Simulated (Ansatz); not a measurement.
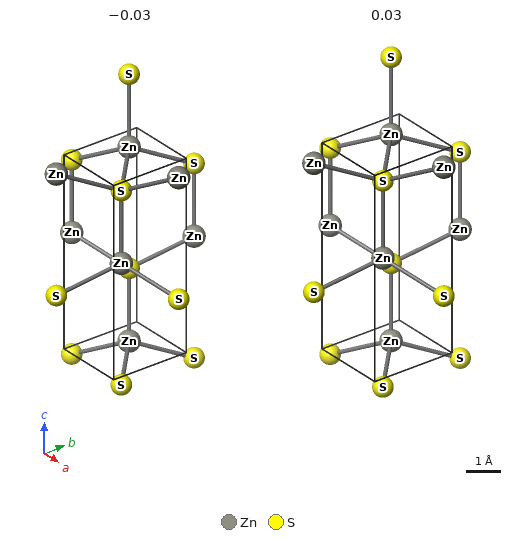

Crystalline ZnS (set up in P6_3mc), under equal strain along all axes (cell held, atoms relaxed), with energies (extrapolated to zero smearing) counted from the relaxed crystal, which is the row at zero. The picture shows the first and the last member. The picture is a ball-and-stick view of the cell of the calculation, seen slightly off an axis.

Computed with Ansatz 0.2.0: DFT PBE, scalar-relativistic, plane waves, PAW. (plane-wave cutoff 420 eV; k-point mesh 12 × 12 × 4; occupations gaussian; smearing width 0.02 eV; no spin polarisation; atoms relaxed in a fixed cell; force threshold 0.008 eV/Å)

```csv
strain,energy (meV/atom),a (Å),c (Å),band gap (eV)
−0.03,39.79,3.729,6.116,2.50
−0.02,?,?,?,?
−0.01,4.24,3.806,6.242,2.22
0.0,0.00,3.844,6.305,2.08
0.01,3.62,3.883,6.368,1.95
0.02,14.33,3.921,6.431,1.82
0.03,31.41,3.959,6.494,1.70
```

**Estimate the missing row from the others, and compare with the calculation.**

A parabola through three neighbouring rows (−0.03, −0.01, 0.0) gives, with Lagrange weights, (0.3333)(39.79) + (1.0000)(4.24) + (−0.3333)(0.00) = 17.50 meV/atom. The calculation gives 17.20 meV/atom (a = 3.767 Å, c = 6.179 Å). The estimate is 0.30 meV/atom too high. For the gap a parabola through the rows −0.03, −0.01, 0.0 gives 2.36 eV, and the calculation 2.35 eV (semilocal gaps, lower than measured ones as a rule). From the first member to the last: S–Zn 2.288 → 2.435 Å.

The whole series:

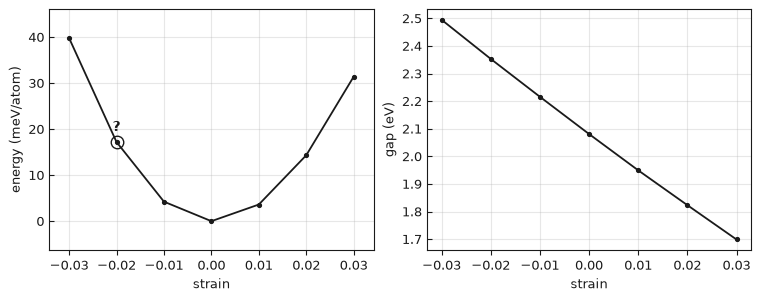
